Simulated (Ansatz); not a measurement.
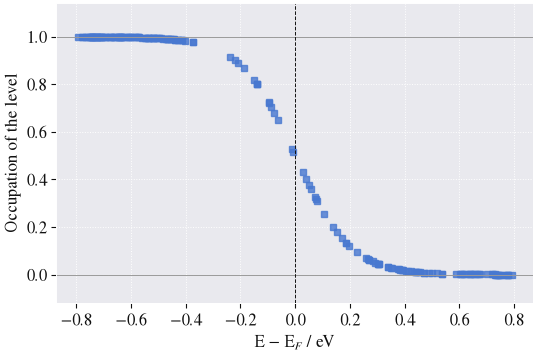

Occupations of the one-electron levels of the k mesh against their energy, from a run on NbAs, space group I4_1md (No. 109), 4 atoms in the cell, with Ansatz.

> Which smearing scheme was used (Fermi-Dirac, Gaussian, Methfessel-Paxton or cold), and about what width?

Fermi-Dirac smearing with a width of 0.1 eV. The occupations stay between 0 and 1 and have long exponential tails; the slope at the Fermi level is 1/(4 × width).
